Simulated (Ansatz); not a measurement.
P

Input

```
crystal:
  lattice:
    - [4.8279678941, -4.2924736644, 0.0]
    - [4.8279678941, 4.2924736644, 0.0]
    - [-0.0237225834, 0.0, 5.5806204931]
  atoms:
    - { symbol: P, position: [0.77448729, 0.52033886, 0.25348563] }
    - { symbol: P, position: [0.47966114, 0.22551271, 0.74651437] }
    - { symbol: P, position: [0.22551271, 0.47966114, 0.74651437] }
    - { symbol: P, position: [0.52033886, 0.77448729, 0.25348563] }
    - { symbol: P, position: [0.28502318, 0.28502318, 0.42801571] }
    - { symbol: P, position: [0.71497682, 0.71497682, 0.57198429] }
    - { symbol: P, position: [0.15675413, 0.15675413, 0.7489777] }
    - { symbol: P, position: [0.84324587, 0.84324587, 0.2510223] }
hamiltonian:
  xc: pbe
  pseudopotentials: { kind: paw }
kpoints:
  mp_grid: { grid: [4, 4, 5] }
scf:
  occupations: { method: gaussian, width: 0.02 }
output:
  forces: true
  stress: true
  eigenvalues: true
  write_density: true
  write_potential: true
  elf: true
  volumetric_format: npy
```

Run with:

```sh
ansatz run input.yaml --threads 4 --pin off --max-ram 11264MiB --backend cpu --events-out ev --progress --plain --runs-dir out
```

Below, planes, directions and counts refer to the conventional cell (a = 9.66 Å, b = 8.58 Å, c = 5.58 Å, α = 90.00°, β = 90.24°, γ = 90.00°).

Space group C2/m; a structure from a database of computed crystals, not necessarily the ambient phase; not relaxed (largest force 0.7 eV/Å); computed pressure about 2 GPa in this cell.

Theory: Ansatz 0.2.0, Kohn-Sham DFT of a periodic cell, PBE, Ansatz PAW.

What will maps of the valence pseudo-density and electron localisation function show?

P–P (2.18 Å): the density is about 0.74 e/Å³ at the midpoint; the ELF peaks at about 0.75 between the atoms.

Does the calculation make it a metal, or give it a gap?

It is gapped, with a Kohn–Sham gap of 3.2 eV on the k-point mesh (the band edges may lie off the mesh, which would make the gap smaller).

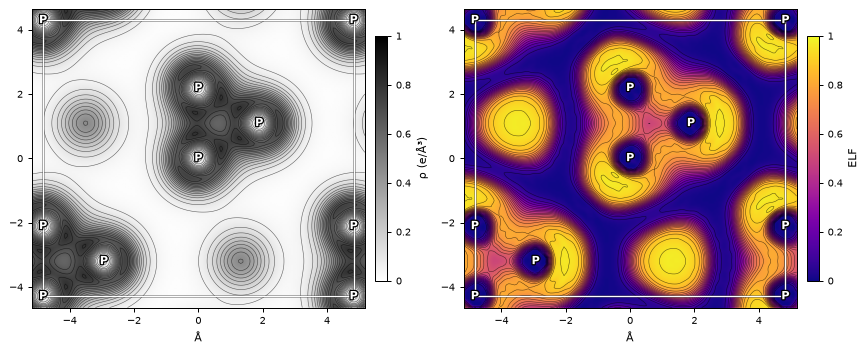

Computed valence pseudo-density and electron localisation function on the (001) plane of the conventional cell, in this order. 
